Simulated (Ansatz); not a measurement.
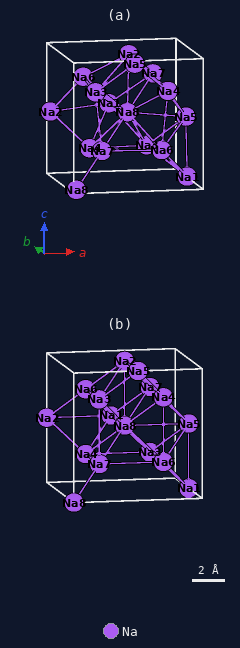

The structure of a crystal of Na (built on the database_220 type) before (top) and after (bottom) a relaxation, at one scale.

The picture is a ball-and-stick view of the conventional cell (2 times the calculation's cell), seen slightly off an axis. Lengths and directions refer to the drawn axes.

Case: structure listed in a database for this formula (I-43d, No. 220).

All numbers below come from Ansatz, DFT PBE, scalar-relativistic, plane waves, PAW. Settings: plane-wave cutoff 420 eV; k-point mesh 6 × 6 × 6; occupations gaussian; smearing width 0.1 eV; no spin polarisation; cell and atoms relaxed; force threshold 0.01 eV/Å; at most 80 steps.

What changed between the two?

Answer. The energy falls by 5.7 meV per atom in 4 accepted moves (5 points after the start). The largest force component goes from 0.021 to 0.00023 eV/Å. The pressure goes from −0.14 to −0.01 GPa. The SCF was repeated once at an unchanged geometry on a basis and grid sized afresh for the cell, which shifted the energy by less than 0.05 meV per atom at most. The largest moves relative to the cell, 0.35 Å, are those of 8 atoms (Na1, Na2, Na3, Na4 and others). Na5 goes along [1 −1 1]. The drawn cell changes as follows: a = b = c 8.466 → 8.398 Å (−0.8 %); the volume changes by −2.4 %. Near-neighbour distances that change, for instance: Na1–Na2 3.843 → 4.192 Å, Na1–Na3 3.712 → 3.636 Å, Na1–Na6 3.666 → 3.636 Å. The space group stays I-43d (No. 220).
